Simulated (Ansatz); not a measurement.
## Geometry relaxation, with input and output: CdSe (part 2 of 2)

Continued. System: CdSe (P6₃mc, 4 atoms in the cell). Method: DFT PBE, scalar-relativistic, plane waves, PAW, no spin polarisation (Ansatz 0.2.0); cutoff 420 eV, 9×9×4 k-mesh, Gaussian smearing of 0.02 eV. The structure derives from an entry of the Crystallography Open Database.

Geometry of the input (Å; fractional positions):
```
4.3000  0.0000  0.0000
-2.1500  3.7239  0.0000
0.0000  0.0000  7.0200
Cd 0.3333  0.6667  0.0000
Cd 0.6667  0.3333  0.5000
Se 0.3333  0.6667  0.3850
Se 0.6667  0.3333  0.8850
```

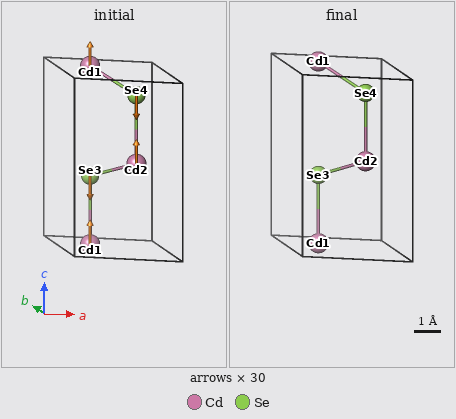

Before (left) and after (right) the relaxation, at one scale (ball-and-stick view of the cell of the calculation, seen slightly off an axis). The orange arrows give the displacements (without the part carried along by the change of the cell), magnified 30 times. After 3 geometry steps the energy has fallen by 18.8 meV per atom. The largest force component goes from 0.28 to 0.0023 eV/Å. The pressure goes from 3.01 to 0.00 GPa. The largest moves relative to the cell, 0.033 Å, are those of Cd1, Cd2, Se3 and Se4. Largest moves by element: Cd 0.033 Å, Se 0.033 Å. The volume changes by +5.9 %, with a = b 4.300 → 4.383 Å (+1.9 %), c 7.020 → 7.156 Å (+1.9 %). Among the contacts that change: Cd1–Se4 2.611 → 2.682 Å, Cd1–Se3 2.703 → 2.689 Å. The space group stays P6_3mc (No. 186). A last SCF at the same geometry on a re-selected plane-wave basis shifts the energy by −0.3 meV per atom. (Atoms are counted from 1 in the order of the input.)

```
basis re-selected at this cell: Δ(F+E_penalty+E_count) = -1.248e-3 eV, ΔP = -0.008 GPa vs the last step (what re-selecting the basis moved, of the pressure what is left beyond the Pulay correction that the steps carried, after the strain that the cell walked since its last selection, with what the two solves' SCF thresholds leave and, on support functions, any second-order correction that the steps lacked; it is no measure of the basis error at this ecutwfc). This SCF's stress stands 1.46e-2 GPa from its target on what of the cell is left free (relax.cell.stress_tol is 5.00e-2 GPa) and its largest allowed force component is 2.32e-3 eV/Å (relax.f_tol is 5.00e-3 eV/Å): within both
SCF converged after 7 iterations
Free energy (F): -27449.588765 eV
Harris-Foulkes:  -27449.588765 eV  (|F-HF|=7.28e-11)
Internal energy: -27449.588765 eV  (E = F + TS)
E sigma→0 (E₀):  -27449.588765 eV
Fermi energy:    6.966809 eV
--- Per-component energies (eV) ---
  E_band       = -1827.314679
  E_kinetic    = 1245.591606
  E_local      = -13035.816037  (includes V_loc(G=0)·N_el)
  E_nonlocal   = -1124.276206
  E_hartree    = 6184.496086
  E_xc         = -561.036501
  E_vxc        = -638.413472  (∫ρ·V_xc dr)
  E_paw        = -11989.830640  (= ΣΔE_a)
  E_vpaw       = -643.391533  (= ΣTr[D̂ρ^β])
  E_aug_tail   = -0.001227  (compensation charges beyond the density's cutoff)
  E_ewald      = -8168.715846
  E_smearing   = -0.000000  (= −TS)
  E_closure    = 0.000000  (closes the sum)
  Σ components = -27449.588765   (vs F -27449.588765, Δ=0.00e0)
--- Forces (eV/Å), atoms counted from 1 ---
  atom   1  Cd     0.00000000     0.00000000     0.00231694
  atom   2  Cd    -0.00000000    -0.00000000     0.00231694
  atom   3  Se     0.00000000     0.00000000    -0.00231780
  atom   4  Se     0.00000000    -0.00000000    -0.00231780
  max |Σ_I F_I| component: 1.71e-6 eV/Å
--- Stress (GPa, compression-positive) ---
        0.006711       0.000000      -0.000000
        0.000000       0.006711       0.000000
       -0.000000       0.000000      -0.014587
  P = ⅓ Tr σ = -0.0004 GPa (-0.004 kbar)
--- Band table (eV; the first three rows and the last of 36) ---
  k-point 0: bands = ["-94.8376", "-94.8376", "-55.9063", "-55.9063", "-55.9063", "-55.9063", "-55.9061", "-55.9059", "-39.8483", "-39.8482", "-39.8480", "-39.8480", "-39.8479", "-39.8479", "-39.8453", "-39.8453", "-39.8452", "-39.8452", "-5.6041", "-5.2742", "-1.0553", "-1.0505", "-1.0505", "-0.9928", "-0.9928", "-0.7691", "-0.7691", "-0.7167", "-0.7167", "-0.4847", "2.6352", "6.0100", "6.0100", "6.6516", "6.6951", "6.6951", "7.2380", "8.8432", "12.5598", "12.5598", "12.8231", "13.6566", "13.6566", "14.1734"]
  k-point 1: bands = ["-94.8376", "-94.8376", "-55.9063", "-55.9063", "-55.9063", "-55.9063", "-55.9061", "-55.9059", "-39.8483", "-39.8483", "-39.8480", "-39.8480", "-39.8479", "-39.8479", "-39.8453", "-39.8453", "-39.8452", "-39.8452", "-5.5555", "-5.3219", "-1.0439", "-1.0439", "-1.0152", "-1.0031", "-1.0031", "-0.7599", "-0.7599", "-0.7227", "-0.7227", "-0.6360", "3.0926", "5.5010", "6.1034", "6.1034", "6.5869", "6.5869", "8.2802", "8.9257", "12.3995", "12.6475", "12.6475", "13.3932", "13.3932", "13.4840"]
  k-point 2: bands = ["-94.8376", "-94.8376", "-55.9063", "-55.9063", "-55.9063", "-55.9063", "-55.9060", "-55.9060", "-39.8483", "-39.8483", "-39.8479", "-39.8479", "-39.8479", "-39.8479", "-39.8453", "-39.8453", "-39.8453", "-39.8453", "-5.4382", "-5.4382", "-1.0254", "-1.0254", "-1.0254", "-1.0254", "-0.8748", "-0.8748", "-0.7398", "-0.7398", "-0.7398", "-0.7398", "4.1732", "4.1732", "6.3378", "6.3378", "6.3378", "6.3378", "8.9576", "8.9576", "12.4498", "12.4498", "12.9433", "12.9433", "12.9433", "12.9433"]
  k-point 35: bands = ["-94.8376", "-94.8376", "-55.9064", "-55.9064", "-55.9064", "-55.9064", "-55.9060", "-55.9060", "-39.8482", "-39.8482", "-39.8480", "-39.8480", "-39.8480", "-39.8480", "-39.8452", "-39.8452", "-39.8452", "-39.8452", "-5.1951", "-5.1951", "-0.9244", "-0.9244", "-0.9170", "-0.9170", "-0.7640", "-0.7640", "-0.7595", "-0.7595", "-0.3787", "-0.3787", "2.8564", "2.8564", "4.4915", "4.4915", "5.6821", "5.6821", "10.3554", "10.3554", "12.5009", "12.5009", "12.7987", "12.7987", "15.2930", "15.2930"]
--- Relaxed structure (4 steps of the walk, 4 accepted, 1 SCFs on fresh bases) ---
  F+E_penalty+E_count = -27449.58876536 eV   max|allowed force component| = 2.317e-3 eV/Å   (the final SCF, on the basis selected at the relaxed cell)
  cell:  # Å, volume = 119.0236 Å³
    - [4.382554869719441, 2.2879478760984767e-33, 1.6015635132689335e-33]
    - [-2.1912774348597206, 3.795403850656237, -2.0635546166368714e-34]
    - [-2.241124756765572e-33, -1.120562378382786e-33, 7.15562828076943]
  atoms:
    - { symbol: Cd, position: [0.3333333333333333, 0.6666666666666666, 0.004613044819864944] }
    - { symbol: Cd, position: [0.6666666666666666, 0.3333333333333333, 0.504613044819865] }
    - { symbol: Se, position: [0.3333333333333333, 0.6666666666666666, 0.380386955180135] }
    - { symbol: Se, position: [0.6666666666666666, 0.3333333333333333, 0.8803869551801349] }
```

Trajectory as extended XYZ (Å, eV, eV/Å), 5 frames, from step=1 to step=5:
```
4
Lattice="4.3000 0.0000 0.0000 -2.1500 3.7239 0.0000 0.0000 0.0000 7.0200" Properties=species:S:1:pos:R:3:forces:R:3 step=1 energy=-27449.51224 pressure_GPa=3.01
Cd    0.0000    2.4826    0.0000    0.0000   0.0000   0.2813
Cd    2.1500    1.2413    3.5100    0.0000   0.0000   0.2813
Se    0.0000    2.4826    2.7027    0.0000   0.0000  -0.2813
Se    2.1500    1.2413    6.2127    0.0000   0.0000  -0.2813
4
Lattice="4.4114 0.0000 0.0000 -2.2057 3.8204 0.0000 0.0000 0.0000 7.1794" Properties=species:S:1:pos:R:3:forces:R:3 step=2 energy=-27449.58220 pressure_GPa=-0.69
Cd    0.0000    2.5470    0.0249    0.0000   0.0000   0.0436
Cd    2.2057    1.2735    3.6146    0.0000   0.0000   0.0436
Se    0.0000    2.5470    2.7391    0.0000   0.0000  -0.0436
Se    2.2057    1.2735    6.3288    0.0000   0.0000  -0.0436
4
Lattice="4.3883 0.0000 0.0000 -2.1941 3.8004 0.0000 0.0000 0.0000 7.1583" Properties=species:S:1:pos:R:3:forces:R:3 step=3 energy=-27449.58720 pressure_GPa=-0.12
Cd    0.0000    2.5336    0.0299    0.0000   0.0000   0.0207
Cd    2.1941    1.2668    3.6091    0.0000   0.0000   0.0207
Se    0.0000    2.5336    2.7260    0.0000   0.0000  -0.0207
Se    2.1941    1.2668    6.3052    0.0000   0.0000  -0.0207
4
Lattice="4.3826 0.0000 0.0000 -2.1913 3.7954 0.0000 0.0000 0.0000 7.1556" Properties=species:S:1:pos:R:3:forces:R:3 step=4 energy=-27449.58752 pressure_GPa=0.01
Cd    0.0000    2.5303    0.0330    0.0000   0.0000   0.0023
Cd    2.1913    1.2651    3.6108    0.0000   0.0000   0.0023
Se    0.0000    2.5303    2.7219    0.0000   0.0000  -0.0023
Se    2.1913    1.2651    6.2997    0.0000   0.0000  -0.0023
4
Lattice="4.3826 0.0000 0.0000 -2.1913 3.7954 0.0000 0.0000 0.0000 7.1556" Properties=species:S:1:pos:R:3:forces:R:3 step=5 energy=-27449.58877 pressure_GPa=-0.00
Cd    0.0000    2.5303    0.0330    0.0000   0.0000   0.0023
Cd    2.1913    1.2651    3.6108    0.0000   0.0000   0.0023
Se    0.0000    2.5303    2.7219    0.0000   0.0000  -0.0023
Se    2.1913    1.2651    6.2997    0.0000   0.0000  -0.0023
```

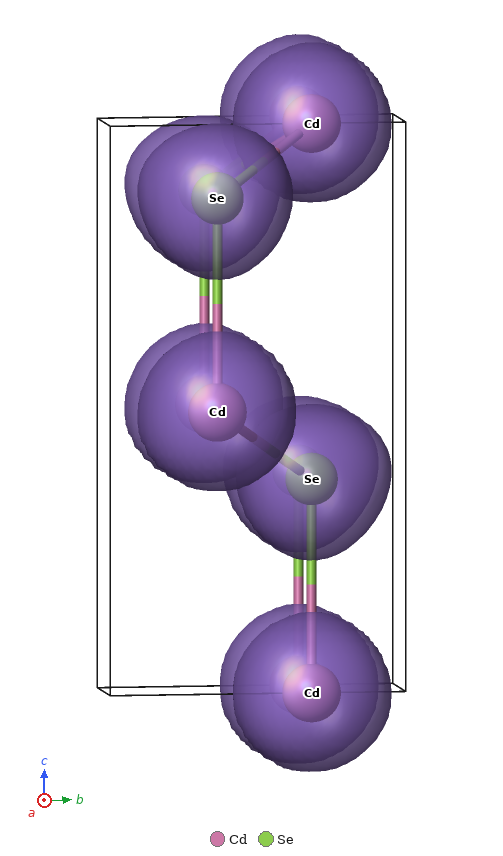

Isosurface of the valence electron density at 0.6 e/Å³ (purple), seen at an oblique angle. Sticks mark near contacts. The outline is the cell set on symmetry axes. At this value the density breaks into separate islands; it holds about 80 % of the electrons treated as valence (semicore included). It is pinched off along the Cd–Se (2.68 Å) contacts. On the grid the lowest density along these lines, outside the cores, is 0.35 e/Å³ (Cd–Se, 2.68 Å). Core electrons are frozen (PAW), so the fields are smoothed inside the atomic spheres.

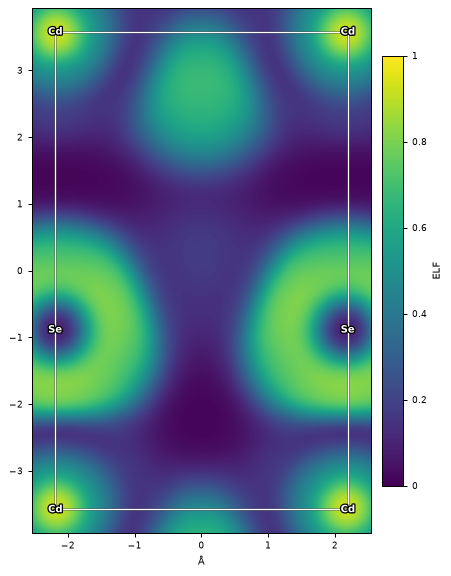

Electron localisation function on the (010) plane of the conventional cell. Atoms in the plane: Cd and Se. Cd–Se (2.69 Å): the ELF peaks at about 0.80 in the valence shell of Se, 0.9 Å from its nucleus, and drops to about 0.15 between the two atoms. The strong features right at Cd lie inside the PAW spheres (semicore, d or f shells) and say nothing about bonding.

Key numbers:

| quantity | value |
| --- | --- |
| outcome | converged |
| space group (tolerance 0.01 Å) | P6₃mc (186) |
| electrons treated | 72 |
| free energy | −27449.5888 eV |
| Fermi energy | 6.967 eV |
| gap on the k-point mesh | 0.54 eV |
| pressure | 0.00 GPa |
| final volume | 119.02 Å³ |
| largest force (length of the vector) at the end | 0.002 eV/Å |
| final cell | a = 4.383 Å, b = 4.383 Å, c = 7.156 Å, α = 90.00°, β = 90.00°, γ = 120.00° |
| hardware | 2 threads of Arm Neoverse V2, 24 GiB of memory available, shared host |
| wall time | 40 s (CPU time 79 s) |
| peak memory | 0.45 GiB |
